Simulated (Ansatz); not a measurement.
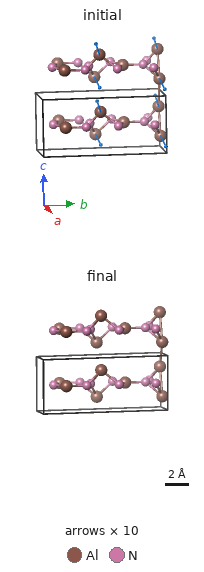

The structure of crystalline AlN (a generated structure, set up in C2) before (top) and after (bottom) a relaxation, at one scale. The blue arrows give the displacements (the part carried along by the change of the cell is left out), 10 times their true length.

A ball-and-stick model of the conventional cell (2 times the calculation's cell), repeated 1 × 1 × 2 with one cell outlined, seen slightly off an axis. Lengths and directions refer to the drawn axes.

These are results of Ansatz 0.2.0, DFT PBE, scalar-relativistic, plane waves, PAW, not measurements. Settings: plane-wave cutoff 420 eV; k-point mesh 12 × 12 × 8; occupations gaussian; smearing width 0.1 eV; no spin polarisation; cell and atoms relaxed; force threshold 0.01 eV/Å; at most 80 steps.

### Describe what moved and what it gained.

The energy falls by 38.4 meV per cell of the calculation in 13 accepted moves (18 points after the start). The largest force component goes from 0.22 to 0.0051 eV/Å. The pressure goes from 0.01 to 0.00 GPa. The line search rejected the trial steps at points 4, 9 of the run. The SCF was repeated 3 times at an unchanged geometry on a basis and grid sized afresh for the cell, which shifted the energy by 5.1 meV per cell of the calculation at most. The largest moves relative to the cell, 0.26 Å, are those of Al atoms. By element the largest moves are Al 0.26 Å, N 0.02 Å. The drawn cell changes as follows: a 3.531 → 3.422 Å (−3.1 %), b 10.929 → 11.031 Å (+0.9 %), c 5.012 → 4.814 Å (−4.0 %), β 96.5° → 85.2°; the volume changes by −5.8 %. Among the contacts that change: Al–Al 2.561 → 2.638 Å, Al–Al 2.636 → 2.707 Å, Al–N 1.885 → 1.929 Å, Al–N 1.929 → 1.896 Å. Among the angles between lasting bonds that change: Al–Al–Al 149.3° → 128.4°, Al–Al–N 137.5° → 153.4°, Al–Al–N 126.9° → 115.9°. The space group stays C2 (No. 5).
